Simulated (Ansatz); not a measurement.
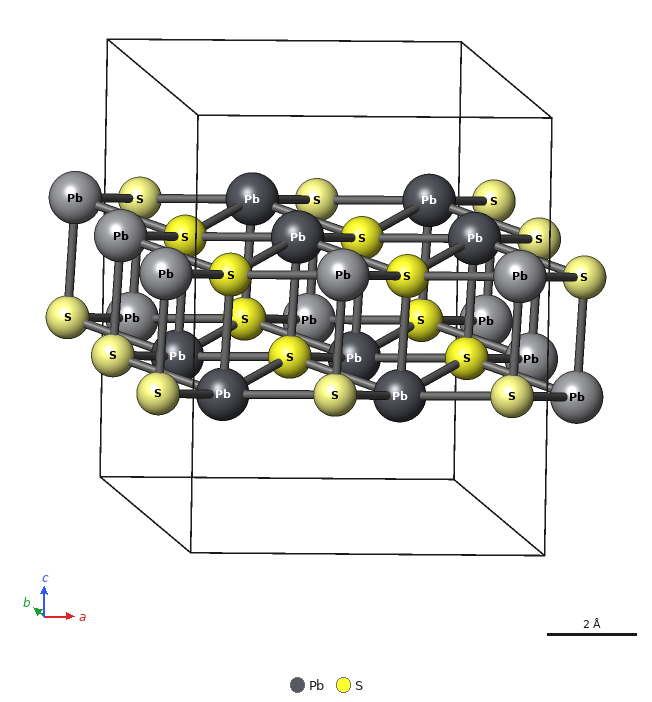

*The starting structure (ball-and-stick view of the 2 × 2 repeat of the cell, with the vacuum cut short, seen slightly off an axis; neighbours outside the cell are drawn fainter).*

**Geometry relaxation of PbS (part 1 of 2)**

System: PbS (4 atoms in the cell).
Method: DFT PBE+D3(BJ), scalar-relativistic, plane waves, PAW, no spin polarisation (Ansatz 0.2.0).

The structure derives from an entry of the Crystallography Open Database.

### Input
```yaml
crystal:
  lattice:
    - [2.9405001472, -2.9000001451, 0.0]
    - [2.9405001472, 2.9000001451, 0.0]
    - [-1.080050054, 0.0, 11.7092905859]
  atoms:
    - { symbol: Pb, position: [0.7756, 0.7756, 0.63638] }
    - { symbol: Pb, position: [0.2244, 0.2244, 0.36362] }
    - { symbol: S, position: [0.2684, 0.2684, 0.5986] }
    - { symbol: S, position: [0.7316, 0.7316, 0.4014] }
basis:
  ecutwfc: 420
kpoints:
  mp_grid: { grid: [8, 8, 4] }
hamiltonian:
  xc: pbe
  dispersion: d3bj
scf:
  occupations: { method: gaussian, width: 0.02 }
output:
  forces: true
  stress: true
  eigenvalues: true
  write_density: true
  write_potential: true
  elf: true
  volumetric_format: npy
relax:
  adjacent_minimum: "off"
  f_tol: 0.005
  max_steps: 80
  cell: { stress_tol: 0.05 }
```

Run on 2 threads of AMD EPYC (Zen 3), 64 GiB of memory available, shared host.

Launch command:
```bash
ansatz run input.yaml --threads 2 --pin off --max-ram 4096MiB --backend cpu --events-out ev --progress --plain --runs-dir out
```

### What the program printed
```
Engine: ansatz 0.2.0, x86_64-unknown-linux-gnu
Pseudopotentials: kind: paw
Pseudopotential: Pb, paw, valence charge 14, recommended cutoff 420 eV (normal), Pb.paw.azcp
Pseudopotential: S, paw, valence charge 6, recommended cutoff 420 eV (normal), S.paw.azcp
Functional definition: PBE
  parameter kappa = 0.804
  parameter beta = 0.06672455060314922
  exchange = pbe_x(kappa = kappa, mu = beta*pi^2/3)
  correlation = pbe_c(beta = beta)
Crystal: 4 atoms, lattice volume = 199.701 Å³
Basis set: ecut = 420 eV, 3901 PW (Γ), exchange–correlation on 60×60×160 points (8 copies of the dense FFT grid, shifted against one another)
Bands: 24, of which v1, the nominal top of the filled ones, is band 20 counted from 1 (19 counted from 0)
Symmetry: 4 space group operations
Space group: C2/m (ITA 12), of the structure as read, at distance tolerance 5.8e-5 Å
k-points: 78 of 256
Non-local potential: Pb, projectors of the file, l = 0: 2, l = 1: 2, l = 2: 2, l = 3: 2
Non-local potential: S, projectors of the file, l = 0: 2, l = 1: 2, l = 2: 2
PAW form: soft (Blöchl's): semilocal exchange-correlation on the pseudo side does not see the compensation charge
PAW one-centre angular grid: Pb, 590 points (default); XC on 64 Gauss nodes
PAW one-centre angular grid: S, 110 points (default); XC on 64 Gauss nodes
Initial density: superposition of atomic densities (neutral atoms: chi_scale 0, normalization atom), corrected by the library's trained network
Initial wavefunctions: pseudopotential atomic-orbital guess
Functional: x = pbe(κ = 0.804, μ = 0.2195149727645171), c = pbe(β = 0.06672455060314922)
SCF iter   1: F=—  HF=-25619.745881 eV  |F-HF|=—  |Δ(HF+E_count)|=         —  Δρ=9.84e-4  dr2=1.21e-2  ethr=1.77e-3  ⟨swp⟩=7.8  Hψ=9938  notcnv=0
preconditioner: auto → Resta (q_TF=auto, 2.087 Å⁻¹)  ε∞=2.5  [insulator: Δε(μ)=1.305 eV  Ē_g=13.739 eV  σ=0.020 eV  W_gap=1.00  n_scr=26 (ndim 8)  ℏωp=16.6 eV  f_vac=0.433  D(μ)=0.00/eV (n_scr^D=0)  ε∞_Penn≈2.5]
SCF iter   2: F=—  HF=-25619.744049 eV  |F-HF|=—  |Δ(HF+E_count)|=   1.83e-3  Δρ=5.83e-4  dr2=3.06e-3  ethr=3.04e-5  ⟨swp⟩=2.8  Hψ=3560  notcnv=0
SCF iter   3: F=—  HF=-25619.744118 eV  |F-HF|=—  |Δ(HF+E_count)|=   6.94e-5  Δρ=2.17e-4  dr2=8.72e-4  ethr=7.64e-6  ⟨swp⟩=2.5  Hψ=2729  notcnv=0
SCF iter   4: F=—  HF=-25619.744084 eV  |F-HF|=—  |Δ(HF+E_count)|=   3.41e-5  Δρ=9.79e-5  dr2=6.44e-5  ethr=2.18e-6  ⟨swp⟩=2.0  Hψ=2635  notcnv=0
SCF iter   5: F=—  HF=-25619.744349 eV  |F-HF|=—  |Δ(HF+E_count)|=   2.65e-4  Δρ=4.91e-5  dr2=9.54e-6  ethr=1.61e-7  ⟨swp⟩=3.0  Hψ=3624  notcnv=0
SCF iter   6: F=—  HF=-25619.744352 eV  |F-HF|=—  |Δ(HF+E_count)|=   3.10e-6  Δρ=1.34e-5  dr2=6.89e-7  ethr=2.38e-8  ⟨swp⟩=2.0  Hψ=3505  notcnv=0
SCF iter   7: F=—  HF=-25619.744354 eV  |F-HF|=—  |Δ(HF+E_count)|=   2.50e-6  Δρ=7.36e-6  dr2=1.73e-7  ethr=2.50e-10  ⟨swp⟩=13.0  Hψ=17105  notcnv=0
SCF iter   8: F=-25619.744354 eV  HF=-25619.744354 eV  |F-HF|=4.62e-8  |Δ(HF+E_count)|=   4.89e-8  Δρ=1.54e-6  dr2=9.57e-9  ethr=2.50e-10  ⟨swp⟩=10.5  Hψ=14201  notcnv=0
SCF 1 converged in 8 iterations: F = -25619.744354 eV  dr2 = 9.57e-9
  greatest PAW one-centre occupation: 0.982 electrons in one spin orbital (limit 2), on the Pb atom at site 1 (counted from 0), in its partial waves of l = 2
relax step   1: F+E_penalty+E_count = -25619.74435424 eV  Δ(F+E_penalty+E_count) = +0.000e0 eV  max|allowed force component| = 4.691e-1 eV/Å  Δτ_max = 0.0000 Å  P = -0.360 GPa  Ω = 199.701 Å³  (8 SCF iters, dr2 threshold 1.00e-7 eV, accepted)
Crystal: 4 atoms, lattice volume = 202.941 Å³
Basis set: ecut = 420 eV, 3929 PW (Γ), exchange–correlation on 60×60×160 points (8 copies of the dense FFT grid, shifted against one another)
Initial density: handed on by an earlier stage of this run
Initial wavefunctions: those handed on with the density
iter 1 solved again at ethr=2.65e-4 eV; its pass at ethr=3.10e-3 eV (dr2=1.06e-1 eV) is discarded
SCF iter   1: F=—  HF=-25619.825522 eV  |F-HF|=—  |Δ(HF+E_count)|=         —  Δρ=5.47e-3  dr2=1.05e-1  ethr=2.65e-4  ⟨swp⟩=1.7  Hψ=14056  notcnv=0
preconditioner: auto → Resta (q_TF=auto, 2.081 Å⁻¹)  ε∞=2.4  [insulator: Δε(μ)=1.790 eV  Ē_g=13.966 eV  σ=0.020 eV  W_gap=1.00  n_scr=26 (ndim 8)  ℏωp=16.5 eV  f_vac=0.457  D(μ)=0.00/eV (n_scr^D=0)  ε∞_Penn≈2.4  vacuum switching on, ρ_ref=1.4e-2 e/Å³]
SCF iter   2: F=—  HF=-25619.804843 eV  |F-HF|=—  |Δ(HF+E_count)|=   2.07e-2  Δρ=3.19e-3  dr2=1.34e-2  ethr=2.64e-4  ⟨swp⟩=3.3  Hψ=3295  notcnv=0
SCF iter   3: F=—  HF=-25619.804152 eV  |F-HF|=—  |Δ(HF+E_count)|=   6.91e-4  Δρ=1.09e-3  dr2=2.20e-3  ethr=3.36e-5  ⟨swp⟩=3.8  Hψ=3701  notcnv=0  defer=1
SCF iter   4: F=—  HF=-25619.804237 eV  |F-HF|=—  |Δ(HF+E_count)|=   8.51e-5  Δρ=1.66e-4  dr2=5.54e-5  ethr=5.50e-6  ⟨swp⟩=2.0  Hψ=2636  notcnv=0
SCF iter   5: F=—  HF=-25619.804345 eV  |F-HF|=—  |Δ(HF+E_count)|=   1.08e-4  Δρ=5.15e-5  dr2=4.49e-6  ethr=1.38e-7  ⟨swp⟩=2.0  Hψ=2614  notcnv=0
SCF iter   6: F=—  HF=-25619.804349 eV  |F-HF|=—  |Δ(HF+E_count)|=   3.54e-6  Δρ=1.34e-5  dr2=6.18e-7  ethr=1.00e-9  ⟨swp⟩=13.1  Hψ=19521  notcnv=0
SCF iter   7: F=-25619.804349 eV  HF=-25619.804349 eV  |F-HF|=1.51e-8  |Δ(HF+E_count)|=   1.50e-7  Δρ=3.37e-6  dr2=2.17e-8  ethr=1.00e-9  ⟨swp⟩=10.9  Hψ=15291  notcnv=0
SCF 2 converged in 7 iterations: F = -25619.804349 eV  dr2 = 2.17e-8
  Residual-converged pass: ⟨swp⟩=1.0  Hψ=2185  notcnv=0  max |occ|·‖R‖ = 7.1e-9 eV (tolerance 1.0e-8 eV)  dr2=2.17e-8  dr2_onsite=2.68e-9  max |Δocc| = 0.0e0
relax step   2: F+E_penalty+E_count = -25619.80434888 eV  Δ(F+E_penalty+E_count) = -5.999e-2 eV  max|allowed force component| = 3.407e-1 eV/Å  Δτ_max = 0.1944 Å  P = +0.882 GPa  Ω = 202.941 Å³  energy of the carried Pulay correction = -1.674e-4 eV  (7 SCF iters, dr2 threshold 4.00e-7 eV, accepted)
[... from here on the SCF iterations and repeated set-up lines of each step are left out, up to the last step ...]
SCF 3 converged in 5 iterations: F = -25619.824914 eV  dr2 = 1.81e-7
relax step   3: F+E_penalty+E_count = -25619.82491447 eV  Δ(F+E_penalty+E_count) = -2.057e-2 eV  max|allowed force component| = 2.882e-2 eV/Å  Δτ_max = 0.0451 Å  P = -0.011 GPa  Ω = 205.142 Å³  energy of the carried Pulay correction = -2.796e-4 eV  (5 SCF iters, dr2 threshold 4.00e-7 eV, accepted)
SCF 4 converged in 5 iterations: F = -25619.825630 eV  dr2 = 2.76e-8
relax step   4: F+E_penalty+E_count = -25619.82563022 eV  Δ(F+E_penalty+E_count) = -7.158e-4 eV  max|allowed force component| = 1.239e-2 eV/Å  Δτ_max = 0.0137 Å  P = -0.028 GPa  Ω = 204.855 Å³  energy of the carried Pulay correction = -2.650e-4 eV  (5 SCF iters, dr2 threshold 5.19e-8 eV, accepted)
SCF 5 converged in 7 iterations: F = -25619.828691 eV  dr2 = 5.57e-10
relax step   5: F+E_penalty+E_count = -25619.82869091 eV  Δ(F+E_penalty+E_count) = -3.061e-3 eV  max|allowed force component| = 3.995e-3 eV/Å  Δτ_max = 0.0361 Å  P = -0.025 GPa  Ω = 199.722 Å³  energy of the carried Pulay correction = -1.084e-6 eV  (7 SCF iters, dr2 threshold 9.60e-9 eV, accepted)
SCF 6 converged in 6 iterations: F = -25619.829481 eV  dr2 = 4.79e-9
relax step   6: F+E_penalty+E_count = -25619.82948117 eV  Δ(F+E_penalty+E_count) = -7.903e-4 eV  max|allowed force component| = 8.834e-3 eV/Å  Δτ_max = 0.0166 Å  P = -0.039 GPa  Ω = 198.491 Å³  energy of the carried Pulay correction = +6.319e-5 eV  (6 SCF iters, dr2 threshold 1.48e-8 eV, accepted)
SCF 7 converged in 7 iterations: F = -25619.833986 eV  dr2 = 2.32e-9
relax step   7: F+E_penalty+E_count = -25619.83398554 eV  Δ(F+E_penalty+E_count) = -4.504e-3 eV  max|allowed force component| = 4.506e-2 eV/Å  Δτ_max = 0.0847 Å  P = -0.049 GPa  Ω = 190.196 Å³  energy of the carried Pulay correction = +5.072e-4 eV  (7 SCF iters, dr2 threshold 2.40e-8 eV, accepted)
SCF 8 converged in 7 iterations: F = -25619.842719 eV  dr2 = 7.88e-8
relax step   8: F+E_penalty+E_count = -25619.84271918 eV  Δ(F+E_penalty+E_count) = -8.734e-3 eV  max|allowed force component| = 1.110e-1 eV/Å  Δτ_max = 0.0800 Å  P = +0.048 GPa  Ω = 180.008 Å³  energy of the carried Pulay correction = +1.079e-3 eV  (7 SCF iters, dr2 threshold 1.27e-7 eV, accepted)
SCF 9 converged in 7 iterations: F = -25619.853253 eV  dr2 = 5.41e-8
relax step   9: F+E_penalty+E_count = -25619.85325268 eV  Δ(F+E_penalty+E_count) = -1.053e-2 eV  max|allowed force component| = 2.192e-1 eV/Å  Δτ_max = 0.0820 Å  P = +0.229 GPa  Ω = 169.892 Å³  energy of the carried Pulay correction = +1.678e-3 eV  (7 SCF iters, dr2 threshold 4.00e-7 eV, accepted)
SCF 10 converged in 7 iterations: F = -25619.876298 eV  dr2 = 5.34e-8
relax step  10: F+E_penalty+E_count = -25619.87629844 eV  Δ(F+E_penalty+E_count) = -2.305e-2 eV  max|allowed force component| = 2.346e-1 eV/Å  Δτ_max = 0.1221 Å  P = +0.239 GPa  Ω = 159.751 Å³  energy of the carried Pulay correction = +2.313e-3 eV  (7 SCF iters, dr2 threshold 4.00e-7 eV, accepted)
SCF 11 converged in 7 iterations: F = -25619.898905 eV  dr2 = 3.25e-8
relax step  11: F+E_penalty+E_count = -25619.89890534 eV  Δ(F+E_penalty+E_count) = -2.261e-2 eV  max|allowed force component| = 3.820e-1 eV/Å  Δτ_max = 0.1189 Å  P = +0.528 GPa  Ω = 149.427 Å³  energy of the carried Pulay correction = +2.997e-3 eV  (7 SCF iters, dr2 threshold 4.00e-7 eV, accepted)
SCF 12 converged in 9 iterations: F = -25619.830222 eV  dr2 = 1.34e-10
relax step  12: F+E_penalty+E_count = -25619.83022193 eV  Δ(F+E_penalty+E_count) = +6.868e-2 eV  max|allowed force component| = 5.723e-1 eV/Å  Δτ_max = 0.1950 Å  P = -1.839 GPa  Ω = 149.388 Å³  energy of the carried Pulay correction = +3.000e-3 eV  (9 SCF iters, dr2 threshold 4.00e-7 eV, rejected (line search))
SCF 13 converged in 10 iterations: F = -25619.932525 eV  dr2 = 4.68e-12
relax step  13: F+E_penalty+E_count = -25619.93252530 eV  Δ(F+E_penalty+E_count) = -3.362e-2 eV  max|allowed force component| = 1.296e-2 eV/Å  Δτ_max = 0.0945 Å  P = -0.316 GPa  Ω = 146.404 Å³  energy of the carried Pulay correction = +3.205e-3 eV  (10 SCF iters, accepted)
SCF 14 converged in 6 iterations: F = -25619.958932 eV  dr2 = 7.71e-8
relax step  14: F+E_penalty+E_count = -25619.95893214 eV  Δ(F+E_penalty+E_count) = -2.641e-2 eV  max|allowed force component| = 1.024e-1 eV/Å  Δτ_max = 0.0644 Å  P = -0.126 GPa  Ω = 141.202 Å³  energy of the carried Pulay correction = +3.572e-3 eV  (6 SCF iters, dr2 threshold 4.00e-7 eV, accepted)
SCF 15 converged in 6 iterations: F = -25619.978188 eV  dr2 = 1.12e-7
relax step  15: F+E_penalty+E_count = -25619.97818788 eV  Δ(F+E_penalty+E_count) = -1.926e-2 eV  max|allowed force component| = 7.917e-2 eV/Å  Δτ_max = 0.0612 Å  P = -0.219 GPa  Ω = 138.024 Å³  energy of the carried Pulay correction = +3.802e-3 eV  (6 SCF iters, dr2 threshold 4.00e-7 eV, accepted)
SCF 16 converged in 7 iterations: F = -25620.058429 eV  dr2 = 2.37e-8
relax step  16: F+E_penalty+E_count = -25620.05842931 eV  Δ(F+E_penalty+E_count) = -8.024e-2 eV  max|allowed force component| = 2.420e-1 eV/Å  Δτ_max = 0.1697 Å  P = +0.021 GPa  Ω = 127.499 Å³  energy of the carried Pulay correction = +4.593e-3 eV  (7 SCF iters, dr2 threshold 4.00e-7 eV, accepted)
SCF 17 converged in 6 iterations: F = -25620.138679 eV  dr2 = 2.14e-7
relax step  17: F+E_penalty+E_count = -25620.13867930 eV  Δ(F+E_penalty+E_count) = -8.025e-2 eV  max|allowed force component| = 6.077e-1 eV/Å  Δτ_max = 0.1598 Å  P = +0.954 GPa  Ω = 117.136 Å³  energy of the carried Pulay correction = +5.424e-3 eV  (6 SCF iters, dr2 threshold 4.00e-7 eV, accepted)
SCF 18 converged in 6 iterations: F = -25620.265682 eV  dr2 = 1.72e-7
relax step  18: F+E_penalty+E_count = -25620.26568202 eV  Δ(F+E_penalty+E_count) = -1.270e-1 eV  max|allowed force component| = 4.622e-1 eV/Å  Δτ_max = 0.1944 Å  P = +0.847 GPa  Ω = 109.554 Å³  energy of the carried Pulay correction = +6.065e-3 eV  (6 SCF iters, dr2 threshold 4.00e-7 eV, accepted)
SCF 19 converged in 6 iterations: F = -25620.345038 eV  dr2 = 9.25e-8
relax step  19: F+E_penalty+E_count = -25620.34503759 eV  Δ(F+E_penalty+E_count) = -7.936e-2 eV  max|allowed force component| = 3.908e-1 eV/Å  Δτ_max = 0.2000 Å  P = +1.670 GPa  Ω = 102.841 Å³  energy of the carried Pulay correction = +6.659e-3 eV  (6 SCF iters, dr2 threshold 4.00e-7 eV, accepted)
SCF 20 converged in 6 iterations: F = -25620.425128 eV  dr2 = 3.15e-8
relax step  20: F+E_penalty+E_count = -25620.42512781 eV  Δ(F+E_penalty+E_count) = -8.009e-2 eV  max|allowed force component| = 1.921e-1 eV/Å  Δτ_max = 0.2000 Å  P = +1.288 GPa  Ω = 102.666 Å³  energy of the carried Pulay correction = +6.675e-3 eV  (6 SCF iters, dr2 threshold 4.00e-7 eV, accepted)
SCF 21 converged in 6 iterations: F = -25620.478002 eV  dr2 = 1.01e-7
relax step  21: F+E_penalty+E_count = -25620.47800202 eV  Δ(F+E_penalty+E_count) = -5.287e-2 eV  max|allowed force component| = 8.442e-2 eV/Å  Δτ_max = 0.1940 Å  P = +0.118 GPa  Ω = 104.911 Å³  energy of the carried Pulay correction = +6.473e-3 eV  (6 SCF iters, dr2 threshold 4.00e-7 eV, accepted)
SCF 22 converged in 6 iterations: F = -25620.466688 eV  dr2 = 1.24e-7
relax step  22: F+E_penalty+E_count = -25620.46668826 eV  Δ(F+E_penalty+E_count) = +1.131e-2 eV  max|allowed force component| = 5.978e-2 eV/Å  Δτ_max = 0.1939 Å  P = +0.332 GPa  Ω = 104.060 Å³  energy of the carried Pulay correction = +6.549e-3 eV  (6 SCF iters, dr2 threshold 4.00e-7 eV, rejected (line search))
SCF 23 converged in 9 iterations: F = -25620.491812 eV  dr2 = 2.19e-11
relax step  23: F+E_penalty+E_count = -25620.49181177 eV  Δ(F+E_penalty+E_count) = -1.381e-2 eV  max|allowed force component| = 2.600e-2 eV/Å  Δτ_max = 0.0970 Å  P = -0.092 GPa  Ω = 104.789 Å³  energy of the carried Pulay correction = +6.484e-3 eV  (9 SCF iters, accepted)
SCF 24 converged in 5 iterations: F = -25620.492839 eV  dr2 = 6.06e-8
relax step  24: F+E_penalty+E_count = -25620.49283937 eV  Δ(F+E_penalty+E_count) = -1.028e-3 eV  max|allowed force component| = 7.442e-3 eV/Å  Δτ_max = 0.0370 Å  P = +0.096 GPa  Ω = 104.417 Å³  energy of the carried Pulay correction = +6.517e-3 eV  (5 SCF iters, dr2 threshold 6.15e-8 eV, accepted)
SCF 25 converged in 5 iterations: F = -25620.492931 eV  dr2 = 4.12e-9
relax step  25: F+E_penalty+E_count = -25620.49293067 eV  Δ(F+E_penalty+E_count) = -9.130e-5 eV  max|allowed force component| = 1.939e-3 eV/Å  Δτ_max = 0.0095 Å  P = +0.002 GPa  Ω = 104.587 Å³  energy of the carried Pulay correction = +6.502e-3 eV  (5 SCF iters, dr2 threshold 2.90e-8 eV, accepted)
Basis set: ecut = 420 eV, 1999 PW (Γ), exchange–correlation on 60×60×80 points (8 copies of the dense FFT grid, shifted against one another)
Initial wavefunctions: pseudopotential atomic-orbital guess (no wavefunctions were taken with the density)
iter 1 solved again at ethr=2.28e-7 eV; its pass at ethr=3.10e-3 eV (dr2=9.14e-5 eV) is discarded
SCF iter   1: F=—  HF=-25620.491824 eV  |F-HF|=—  |Δ(HF+E_count)|=         —  Δρ=1.46e-4  dr2=3.19e-6  ethr=2.28e-7  ⟨swp⟩=3.4  Hψ=14722  notcnv=0
SCF iter   2: F=—  HF=-25620.491701 eV  |F-HF|=—  |Δ(HF+E_count)|=   1.22e-4  Δρ=7.39e-5  dr2=7.35e-7  ethr=7.98e-9  ⟨swp⟩=2.9  Hψ=3448  notcnv=0
SCF iter   3: F=—  HF=-25620.491704 eV  |F-HF|=—  |Δ(HF+E_count)|=   2.79e-6  Δρ=9.35e-6  dr2=1.86e-8  ethr=1.84e-9  ⟨swp⟩=2.0  Hψ=3191  notcnv=0
SCF iter   4: F=—  HF=-25620.491704 eV  |F-HF|=—  |Δ(HF+E_count)|=   4.36e-8  Δρ=8.70e-7  dr2=9.46e-10  ethr=4.65e-11  ⟨swp⟩=2.3  Hψ=2914  notcnv=0
SCF iter   5: F=—  HF=-25620.491704 eV  |F-HF|=—  |Δ(HF+E_count)|=  4.37e-11  Δρ=2.12e-7  dr2=4.09e-11  ethr=2.36e-12  ⟨swp⟩=2.8  Hψ=3231  notcnv=0
SCF iter   6: F=-25620.491704 eV  HF=-25620.491704 eV  |F-HF|=3.64e-12  |Δ(HF+E_count)|=  6.91e-11  Δρ=5.43e-8  dr2=4.21e-12  ethr=1.00e-12  ⟨swp⟩=6.0  Hψ=8778  notcnv=0
SCF 26 converged in 6 iterations: F = -25620.491704 eV  dr2 = 4.21e-12
relax step  26: F+E_penalty+E_count = -25620.49170419 eV  Δ(F+E_penalty+E_count) = +1.226e-3 eV  max|allowed force component| = 1.940e-3 eV/Å  Δτ_max = 0.0000 Å  P = -0.005 GPa  Ω = 104.587 Å³  stress off target by 1.42e-2 GPa  SCF on the basis re-selected at this cell (its energy is not comparable with the rows above)  (6 SCF iters)
```

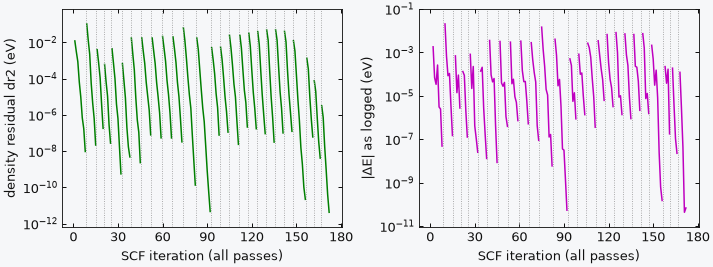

*Convergence of the self-consistent field: density residual dr2 and size of the energy change against the SCF iteration. The dotted lines part the SCF passes of the relaxation: geometry steps, rejected trials and re-solves on a re-selected basis.*

The 26 passes take 5 to 10 iterations each, 172 in all.

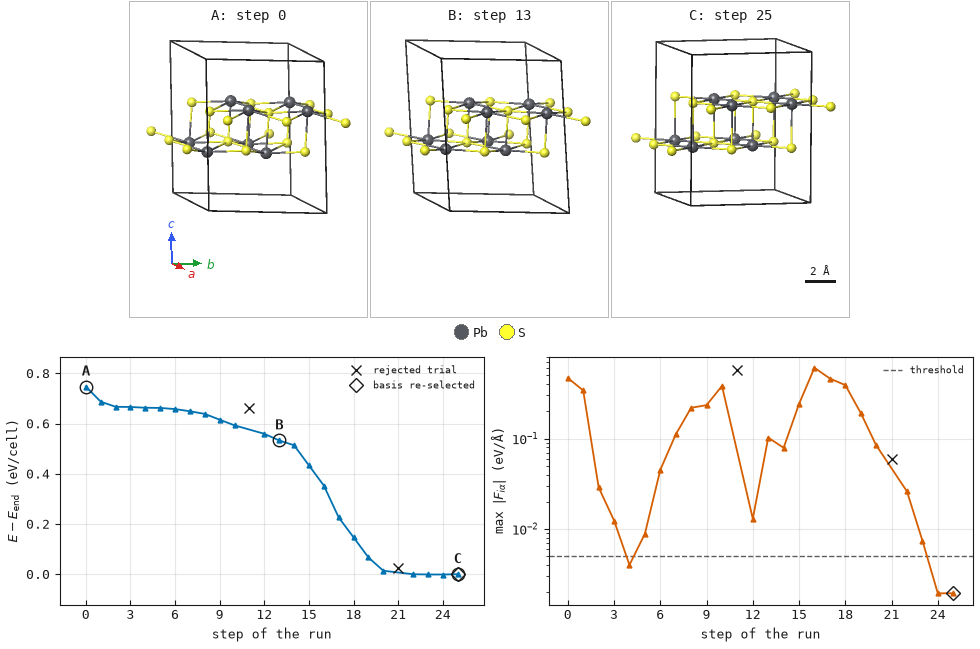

*Frames of the relaxation (ball-and-stick view of the 2 × 2 repeat of the cell, with the vacuum cut short, with bonded neighbours outside it, seen slightly off an axis) above the curves, on which the letters mark them (the first geometry is step 0 here and step 1 in the log).*

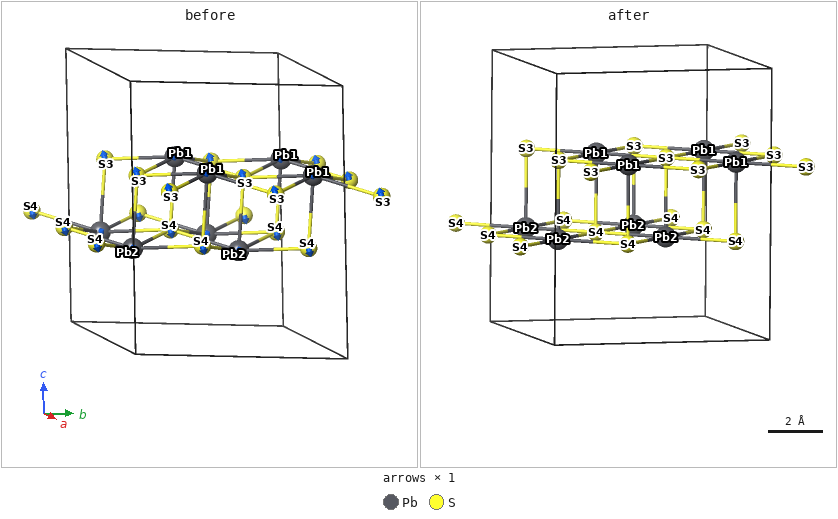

*Before (left) and after (right) the relaxation, at one scale (ball-and-stick view of the 2 × 2 repeat of the cell, with the vacuum cut short, with bonded neighbours outside it, seen slightly off an axis). The blue arrows give the displacements (without the part carried along by the change of the cell), at true length.*

Over 24 geometry steps the energy falls by 0.749 eV per cell of the calculation. The largest force component goes from 0.47 to 0.0019 eV/Å. The line search rejected the trial steps at points 11, 21 (counted from 0) and went back. The largest moves relative to the cell, 0.35 Å, are those of S3 and S4. By element the largest moves are S 0.35 Å, Pb 0.19 Å. In the plane the drawn cell goes a 8.260 → 8.385 Å (+1.5 %), b 8.260 → 8.385 Å (+1.5 %). Among the contacts that change: Pb1–S4 2.751 → 2.973 Å, Pb1–S3 2.934 → 2.965 Å. Among the angles that change: S4–Pb2–S4 162.9° → 180.0°, Pb2–S4–Pb2 162.9° → 180.0°, Pb1–S4–Pb2 98.7° → 90.0°. The space group (tolerance 0.01 Å) goes from C2/m (No. 12) to P4/nmm (No. 129). A last SCF at the same geometry on a re-selected plane-wave basis shifts the energy by +1.2 meV per cell of the calculation. (Atoms are counted from 1 in the order of the input.)
